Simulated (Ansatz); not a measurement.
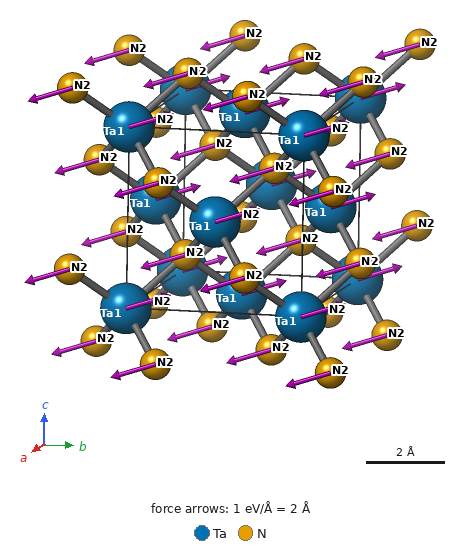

A changed version of a crystal of TaN (built on the zincblende type), with the computed forces as purple arrows. Besides, the cell is strained by +2.6 % along [2 −1 −2], −0.2 % roughly along [2 3 1], −2.0 % along [2 −2 3] (volume +0.4 %). A ball-and-stick model of the conventional cell (4 times the calculation's cell), seen slightly off an axis. Lengths and directions refer to the drawn axes.

The calculation used DFT r2SCAN, scalar-relativistic, plane waves, PAW (Ansatz 0.2.0). (plane-wave cutoff 500 eV; k-point mesh 12 × 12 × 12; occupations gaussian; smearing width 0.05 eV; collinear spin)

> Describe the distortion and the response.

Atoms are displaced by 0.02 Å relative to the cell: N2 0.02 Å along [1 2 3], Ta1 0.02 Å along [−1 −2 −3]. No relaxation follows. Among the bonded contacts that change: N–Ta 2.049 → 2.005 to 2.121 Å. The space group (tolerance 0.01 Å) goes from F-43m (No. 216) to P1 (No. 1). Energy change: +16.8 meV per atom. Pressure: 0.0 GPa before, −0.1 GPa after. The principal stresses (compression positive) are 6.4 GPa along [1 0 1], 1.3 GPa along [1 3 −1], −8.1 GPa along [2 −1 −2]. The largest forces, 0.61 eV/Å, act on Ta1 and N2; on N2 it points along [1 −3 −1]. It is metallic before and after.
